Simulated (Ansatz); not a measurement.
HfO₂: geometry relaxation (part 2 of 3)

Continued. System: HfO₂ (30 atoms in the cell). Method: DFT PBEsol, scalar-relativistic, plane waves, PAW, no spin polarisation (Ansatz 0.2.0); cutoff 420 eV, 1×1×4 k-mesh, Gaussian smearing of 0.05 eV. The structure derives from an entry of the Crystallography Open Database. It belongs to a series of runs on one base structure; here: wire along [1 1 1], 30 atoms a period.

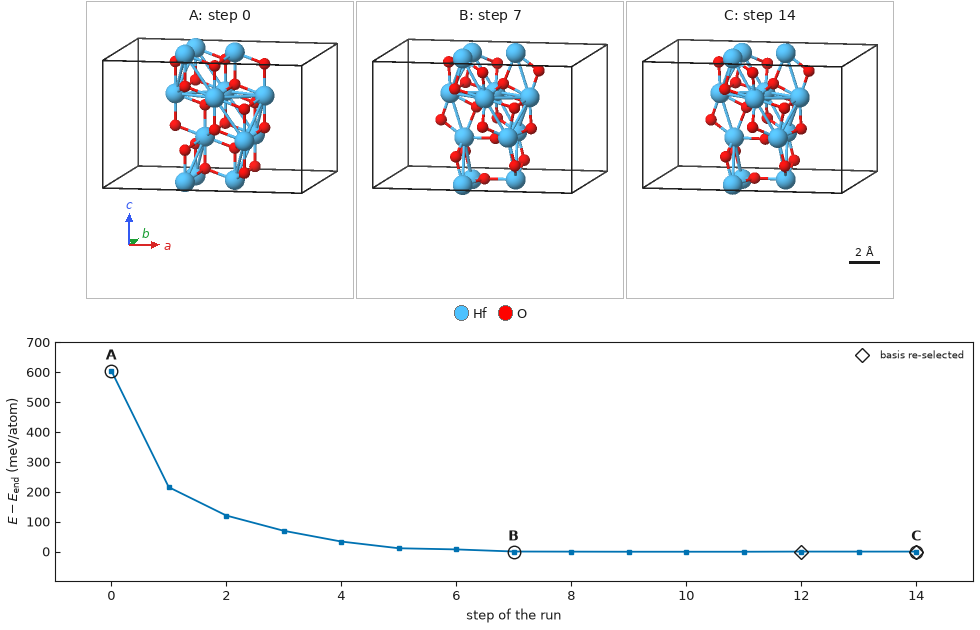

**Figure 1.** Frames of the relaxation (ball-and-stick view of the cell of the calculation, with the vacuum cut short, seen slightly off an axis) above the curves, on which the letters mark them (the first geometry is step 0 here and step 1 in the log).

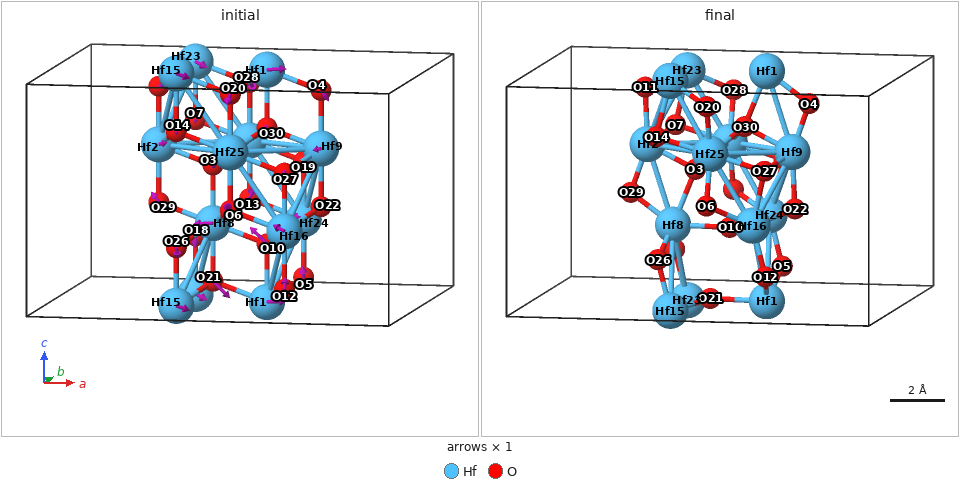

**Figure 2.** Before (left) and after (right) the relaxation, at one scale (ball-and-stick view of the cell of the calculation, with the vacuum cut short, seen slightly off an axis). The pink arrows give the displacements (without the part carried along by the change of the cell), at true length. The largest moves relative to the cell, 0.91 Å, are those of O10 and O21. By element the largest moves are O 0.91 Å, Hf 0.76 Å. Along the periodic axis the drawn cell goes c 8.736 → 8.648 Å (−1.0 %). Among the contacts that change: Hf1–O20 2.184 → 3.251 Å, Hf1–O10 2.184 → 3.082 Å, Hf15–Hf25 3.567 → 3.114 Å, Hf15–Hf23 3.567 → 3.157 Å. Bonds break: Hf1–O10 (2.18 → 3.08 Å), Hf1–O20 (2.18 → 3.25 Å), Hf1–O28 (2.18 → 3.25 Å), Hf8–O13 (2.18 → 3.25 Å). Among the angles that change: Hf8–O10–Hf16 109.5° → 126.4°, Hf17–O19–Hf24 109.5° → 92.6°, Hf1–O30–Hf9 109.5° → 94.4°. Over 12 geometry steps the energy falls by 605 meV per atom. The largest force component goes from 5.4 to 0.0079 eV/Å. 1 further SCF at an unchanged geometry re-selected the plane-wave basis for the new cell. The energy change given includes the shifts at the re-selections in mid-walk, which come without any move. A last SCF at the same geometry on a re-selected plane-wave basis shifts the energy by +0.1 meV per atom. (Atoms are counted from 1 in the order of the input.)

```
basis re-selected at this cell: Δ(F+E_penalty+E_count) = +1.665e-3 eV, ΔP = -0.000 GPa vs the last step (what re-selecting the basis moved, of the pressure what is left beyond the Pulay correction that the steps carried, after the strain that the cell walked since its last selection, with what the two solves' SCF thresholds leave and, on support functions, any second-order correction that the steps lacked; it is no measure of the basis error at this ecutwfc). This SCF's stress stands 2.00e-3 GPa from its target on what of the cell is left free (relax.cell.stress_tol is 3.00e-2 GPa) and its largest allowed force component is 7.89e-3 eV/Å (relax.f_tol is 2.00e-2 eV/Å): within both
WARN: The output density's exchange-correlation potential varies sharply where the density is thin. Do not read a vacuum level from v_tot or v_xc, or from such a field of the output density. On a cell that repeats whose density bears no net charge and no dipole along the vacuum's axis use v_es (v_loc + v_h of the components); under efield.dipole_correction with no amplitude use v_es + v_field, which holds any external_charges[].barrier, or the levels of the report's work_function block, which leave it out; under a non-zero efield.amplitude the vacuum is tilted and has no level; on a cell that repeats and bears such a dipole with no correction it is tilted too, and efield.dipole_correction with no amplitude gives each side of its ramp a level where efield: is served; in a cell that repeats whose density bears a net charge (total_charge, or a fill off its count) it is curved and has none; of a slab under crystal.periodic whose density bears no net charge use v_es, which has a level on each side, short of where the two are joined; of another it falls or rises all the way out and has none; of a slab beside external_charges read slab_vacuum_level instead, which it has where they leave it neutral. The grid or the basis barely resolves most such structure, and the values can differ between equally converged runs; as a rule a tighter scf.convergence.dr2_threshold does not remove it. Where the density itself ripples (under the LDA too) a higher basis.ecutwfc lessens it. The files hold the spikes' plane waves up to the density's cutoff. Files: v_tot_of_output_density and the like, and their columns of v_z.tsv (output.write_potential); v_xc_of_output_density and the like, and their columns of v_comp_z.tsv (output.write_potential_components). Measured: with its Gaussian average of σ = 0.25 Å subtracted twice, the exchange-correlation potential is over 0.1 eV at 3800 of the grid points where the equally averaged density (valence and model cores) is under 1e-3 e/Å³, and 1.62 eV at the most among them, at an averaged density of 3.3e-6 e/Å³. The input density's (outcome.potential() and, of a run that writes arrays, v_tot and v_xc) is over 0.1 eV, so measured, at 3820 points of its own thin density, 1.63 eV at the most. See output.write_potential in the manual, Limitations
SCF converged after 6 iterations
Free energy (F): -167236.100147 eV
Harris-Foulkes:  -167236.100147 eV  (|F-HF|=3.78e-10)
Internal energy: -167236.100147 eV  (E = F + TS)
E sigma→0 (E₀):  -167236.100147 eV
Fermi energy:    -0.303261 eV
--- Per-component energies (eV) ---
  E_band       = -6157.184177
  E_kinetic    = 7714.173553
  E_local      = -295652.532256  (includes V_loc(G=0)·N_el)
  E_nonlocal   = -11402.527787
  E_hartree    = 142108.415898
  E_xc         = -4426.186600
  E_vxc        = -4518.293614  (∫ρ·V_xc dr)
  E_paw        = -71121.793615  (= ΣΔE_a)
  E_vpaw       = 13485.117534  (= ΣTr[D̂ρ^β])
  E_aug_tail   = 0.048976  (compensation charges beyond the density's cutoff)
  E_ewald      = 65531.085010
  E_core_change = 13.216674  (= ΣΔE_core)
  E_smearing   = -0.000000  (= −TS)
  E_closure    = 0.000000  (closes the sum)
  Σ components = -167236.100147   (vs F -167236.100147, Δ=0.00e0)
--- Forces (eV/Å), atoms counted from 1 ---
  atom   1  Hf    -0.00103119     0.00000000    -0.00481003
  atom   2  Hf     0.00312676    -0.00000000     0.00486832
  atom   3  O      0.00236646    -0.00000000     0.00021352
  atom   4  O      0.00157090    -0.00000000     0.00247900
  atom   5  O      0.00119459    -0.00009604     0.00110311
  atom   6  O      0.00097937    -0.00122120     0.00067417
  atom   7  O      0.00389455    -0.00092875    -0.00185477
  atom   8  Hf     0.00103119    -0.00000000     0.00481003
  atom   9  Hf    -0.00312676     0.00000000    -0.00486832
  atom  10  O     -0.00172244     0.00000000    -0.00012293
  atom  11  O     -0.00262220     0.00000000    -0.00110137
  atom  12  O      0.00119459     0.00009604     0.00110311
  atom  13  O      0.00097937     0.00122120     0.00067417
  atom  14  O      0.00389455     0.00092875    -0.00185477
  atom  15  Hf     0.00416847     0.00788964    -0.00265754
  atom  16  Hf    -0.00416847     0.00788964     0.00265754
  atom  17  Hf    -0.00000000     0.00314463     0.00000000
  atom  18  O     -0.00119459    -0.00009604    -0.00110311
  atom  19  O     -0.00389455    -0.00092875     0.00185477
  atom  20  O     -0.00097937    -0.00122120    -0.00067417
  atom  21  O      0.00172244    -0.00000000     0.00012293
  atom  22  O      0.00262220    -0.00000000     0.00110137
  atom  23  Hf     0.00416847    -0.00788964    -0.00265754
  atom  24  Hf    -0.00416847    -0.00788964     0.00265754
  atom  25  Hf     0.00000000    -0.00314463    -0.00000000
  atom  26  O     -0.00119459     0.00009604    -0.00110311
  atom  27  O     -0.00389455     0.00092875     0.00185477
  atom  28  O     -0.00097937     0.00122120    -0.00067417
  atom  29  O     -0.00157090     0.00000000    -0.00247900
  atom  30  O     -0.00236646     0.00000000    -0.00021352
  max |Σ_I F_I| component: 6.54e-19 eV/Å
--- Stress (GPa, compression-positive) ---
       -0.004766       0.000000       0.004964
        0.000000       0.000218      -0.000000
        0.004964      -0.000000       0.001996
  P = ⅓ Tr σ = -0.0009 GPa (-0.009 kbar)
--- Band table (eV) ---
  k-point 0: bands = ["-62.6301", "-62.6275", "-62.6145", "-62.6121", "-62.5998", "-62.5990", "-62.5649", "-62.5633", "-62.3970", "-62.3970", "-31.9307", "-31.9211", "-31.8591", "-31.8331", "-31.7871", "-31.6882", "-31.6717", "-31.6611", "-31.6125", "-31.6022", "-31.5529", "-31.5357", "-31.4863", "-31.4619", "-31.4610", "-31.4570", "-31.4349", "-31.3822", "-31.3724", "-31.3163", "-31.3145", "-31.2799", "-31.2604", "-31.2421", "-31.2097", "-31.2042", "-31.1590", "-31.1005", "-31.0824", "-31.0715",
      "-20.0561", "-19.5847", "-19.4041", "-19.2765", "-19.0915", "-18.8915", "-18.7998", "-18.6344", "-18.5144", "-18.4043", "-18.0632", "-17.9815", "-17.9615", "-17.8529", "-17.7731", "-17.7654", "-17.6229", "-17.5913", "-17.3227", "-17.2915", "-12.5717", "-12.5713", "-12.5662", "-12.5619", "-12.5518", "-12.5516", "-12.5458", "-12.5411", "-12.5245", "-12.5170", "-12.5132", "-12.5117", "-12.5077", "-12.5057", "-12.5003", "-12.4955", "-12.4946", "-12.4866", "-12.4808", "-12.4799",
      "-12.4765", "-12.4746", "-12.4690", "-12.4686", "-12.4675", "-12.4665", "-12.4614", "-12.4583", "-12.4576", "-12.4575", "-12.4472", "-12.4415", "-12.4355", "-12.4339", "-12.4272", "-12.4259", "-12.4232", "-12.4213", "-12.4093", "-12.3999", "-12.3906", "-12.3880", "-12.3864", "-12.3790", "-12.3778", "-12.3771", "-12.3693", "-12.3628", "-12.3604", "-12.3556", "-12.3525", "-12.3414", "-12.3407", "-12.3335", "-12.3193", "-12.3154", "-12.2835", "-12.2829", "-12.2719", "-12.2717",
      "-12.2648", "-12.2645", "-12.2637", "-12.2607", "-12.2552", "-12.2454", "-12.2451", "-12.2430", "-12.2232", "-12.2194", "-7.4368", "-7.3512", "-6.9682", "-6.7978", "-6.7456", "-6.6172", "-6.4975", "-6.3940", "-6.3306", "-6.0386", "-5.9316", "-5.9247", "-5.8748", "-5.8157", "-5.7887", "-5.7461", "-5.6852", "-5.6301", "-5.1342", "-5.0755", "-5.0477", "-5.0250", "-4.9153", "-4.8915", "-4.8054", "-4.7111", "-4.6839", "-4.6185", "-4.6165", "-4.4153",
      "-4.3762", "-4.2941", "-4.1106", "-4.0830", "-4.0813", "-3.9565", "-3.8752", "-3.6706", "-3.6589", "-3.6575", "-3.5765", "-3.5692", "-3.4705", "-3.4672", "-3.4102", "-3.3214", "-3.2748", "-3.1965", "-3.1153", "-3.0486", "-3.0338", "-2.9568", "-2.9174", "-2.8366", "-2.8310", "-2.7883", "-2.6981", "-2.5999", "-2.5046", "-2.4937", "1.6200", "1.9093", "2.0845", "2.1762", "2.2738", "2.2800", "2.4084", "2.4991", "2.6046", "2.7585",
      "2.7994", "2.8387", "2.8655", "2.9260", "3.1390", "3.1429", "3.2392", "3.4376", "3.4526", "3.5237", "3.6092", "3.6321", "3.6796", "3.7309", "3.8171", "3.8216", "3.8342", "4.0748", "4.1093", "4.2682", "4.3142", "4.3149", "4.3205", "4.3432", "4.4419", "4.5105", "4.7399", "4.8466"]
  k-point 1: bands = ["-62.6300", "-62.6275", "-62.6145", "-62.6121", "-62.5998", "-62.5990", "-62.5649", "-62.5633", "-62.3970", "-62.3970", "-31.9283", "-31.9216", "-31.8530", "-31.8266", "-31.7874", "-31.7311", "-31.6923", "-31.6599", "-31.6169", "-31.5988", "-31.5540", "-31.5180", "-31.4858", "-31.4609", "-31.4566", "-31.4322", "-31.3924", "-31.3806", "-31.3728", "-31.3186", "-31.3135", "-31.2812", "-31.2608", "-31.2511", "-31.2118", "-31.2046", "-31.1541", "-31.1249", "-31.0812", "-31.0808",
      "-20.0212", "-19.6335", "-19.3749", "-19.2706", "-19.0906", "-18.9019", "-18.7969", "-18.6350", "-18.5150", "-18.4075", "-18.1039", "-18.0347", "-17.9674", "-17.7911", "-17.7865", "-17.7173", "-17.6419", "-17.6220", "-17.3033", "-17.2673", "-12.5718", "-12.5712", "-12.5659", "-12.5619", "-12.5518", "-12.5516", "-12.5452", "-12.5418", "-12.5246", "-12.5170", "-12.5143", "-12.5119", "-12.5075", "-12.5039", "-12.5003", "-12.4950", "-12.4932", "-12.4866", "-12.4809", "-12.4799",
      "-12.4779", "-12.4762", "-12.4702", "-12.4690", "-12.4678", "-12.4676", "-12.4605", "-12.4583", "-12.4580", "-12.4576", "-12.4470", "-12.4415", "-12.4349", "-12.4333", "-12.4273", "-12.4259", "-12.4227", "-12.4210", "-12.4103", "-12.4000", "-12.3916", "-12.3877", "-12.3865", "-12.3784", "-12.3777", "-12.3768", "-12.3689", "-12.3627", "-12.3607", "-12.3560", "-12.3536", "-12.3409", "-12.3408", "-12.3329", "-12.3191", "-12.3134", "-12.2835", "-12.2830", "-12.2719", "-12.2716",
      "-12.2648", "-12.2645", "-12.2638", "-12.2614", "-12.2540", "-12.2469", "-12.2453", "-12.2434", "-12.2226", "-12.2196", "-7.4812", "-7.2681", "-6.9739", "-6.8417", "-6.7948", "-6.7066", "-6.3716", "-6.3034", "-6.2984", "-6.0029", "-5.9786", "-5.9333", "-5.8615", "-5.8210", "-5.8194", "-5.7694", "-5.5841", "-5.5249", "-5.1522", "-5.1223", "-5.0761", "-5.0487", "-5.0368", "-4.8589", "-4.8462", "-4.7679", "-4.7550", "-4.5056", "-4.4430", "-4.3917",
      "-4.3527", "-4.2724", "-4.1972", "-4.1080", "-4.0955", "-4.0350", "-3.8878", "-3.7989", "-3.7795", "-3.7309", "-3.6042", "-3.5735", "-3.5028", "-3.4629", "-3.4112", "-3.2356", "-3.2020", "-3.1706", "-3.0689", "-3.0566", "-3.0238", "-2.9894", "-2.8945", "-2.8862", "-2.8028", "-2.7621", "-2.6935", "-2.6085", "-2.5475", "-2.3123", "1.7457", "1.8727", "2.1344", "2.1848", "2.2208", "2.3493", "2.3935", "2.4673", "2.5678", "2.7266",
      "2.7622", "2.7626", "2.8879", "2.9102", "3.0399", "3.2202", "3.2588", "3.3850", "3.4041", "3.5161", "3.5509", "3.6213", "3.6668", "3.6957", "3.7807", "3.9172", "3.9682", "4.0132", "4.2047", "4.2778", "4.3522", "4.4340", "4.4707", "4.5001", "4.5548", "4.5860", "4.7666", "4.7982"]
```
